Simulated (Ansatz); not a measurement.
Input file:

```
crystal:
  lattice:
    - [3.07569415, 0.0, 0.0]
    - [-1.53784707, 2.66362927, 0.0]
    - [0.0, 0.0, 10.07064648]
  atoms:
    - { symbol: Si, position: [0.66666667, 0.33333333, 0.93784198] }
    - { symbol: Si, position: [0.33333333, 0.66666667, 0.43784198] }
    - { symbol: Si, position: [0.0, 0.0, 0.68789438] }
    - { symbol: Si, position: [0.0, 0.0, 0.18789438] }
    - { symbol: C, position: [0.66666667, 0.33333333, 0.74980259] }
    - { symbol: C, position: [0.33333333, 0.66666667, 0.24980259] }
    - { symbol: C, position: [0.0, 0.0, 0.50046005] }
    - { symbol: C, position: [0.0, 0.0, 0.00046005] }
basis:
  ecutwfc: 420
kpoints:
  mp_grid: { grid: [12, 12, 4] }
hamiltonian:
  xc: pbe
scf:
  occupations: { method: gaussian, width: 0.02 }
output:
  forces: true
  stress: true
  eigenvalues: true
  write_density: true
  write_potential: true
  elf: true
  volumetric_format: npy
relax:
  adjacent_minimum: "off"
  f_tol: 0.005
  max_steps: 80
  cell: { stress_tol: 0.05 }
```

Launched as:

```sh
ansatz run input.yaml --threads 4 --pin off --max-ram 8192MiB --backend cpu --events-out ev --progress --plain --runs-dir out
```

Below, planes, directions and counts refer to the conventional cell (a = 3.09 Å, b = 3.09 Å, c = 10.13 Å, α = 90.00°, β = 90.00°, γ = 120.00°).

The fields are those of the relaxed geometry.

Space group P6₃mc; a structure from a database of computed crystals, not necessarily the ambient phase.

Computed with DFT PBE, scalar-relativistic, plane waves, PAW (Ansatz 0.2.0).

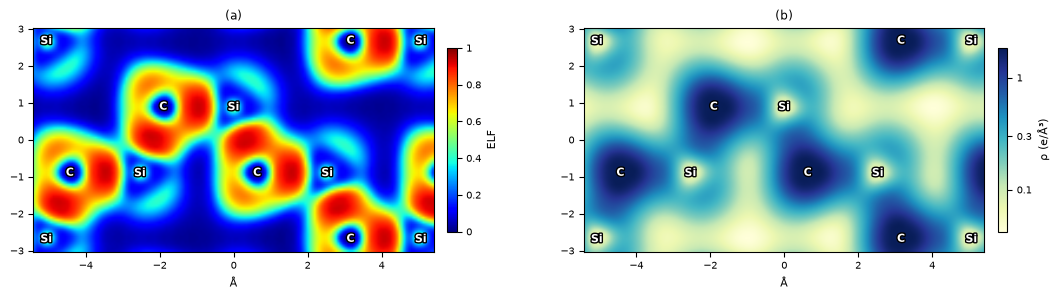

SiC. (a) electron localisation function; (b) valence electron density on the (110) plane of the conventional cell.

Q: Read the bonding off the picture.

A: The plane passes through Si and C nuclei.
Si–C (1.89 Å): ρ at the midpoint is about 0.88 e/Å³; the ELF peaks at about 0.95 between the atoms, as expected for a covalent bond.
Between the atoms the lowest density in this plane is 0.04 e/Å³.

Q: Metal or insulator at this level of theory?

A: It is gapped, with a Kohn–Sham gap of 2.2 eV on the k-point mesh (the band edges may lie off the mesh, which would make the gap smaller).
